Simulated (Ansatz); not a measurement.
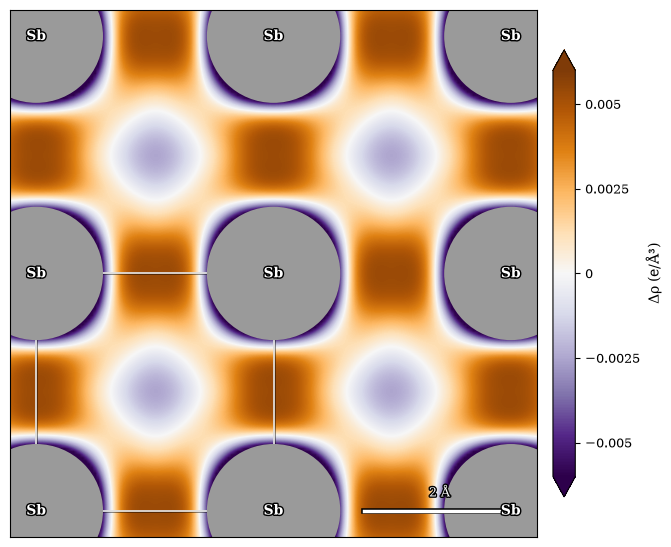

Sb: difference of two self-consistent densities at the same geometry, ρ(r2SCAN) − ρ(PBE), on the (001) plane of the conventional cell. Grey discs cover the cores, where the PAW densities can't be compared. Cores are masked to 0.9 Å (Sb).

Space group Pm-3m. Spin-orbit coupling, left out here, splits and shifts the levels of such heavy elements, by tenths of an eV up to several eV.

Both runs: Ansatz, scalar-relativistic, plane waves and PAW, same cutoff, k-points and PAW files (made with PBE).

How does the change of level move the electrons?

Answer. Against PBE, and outside the masked cores, the largest gain, 0.005 e/Å³, lies 1.4 Å from an antimony nucleus, and the largest loss lies at the edge of the masked core of Sb. At this volume the pressure is −3 GPa with PBE and −4 GPa with r2SCAN.
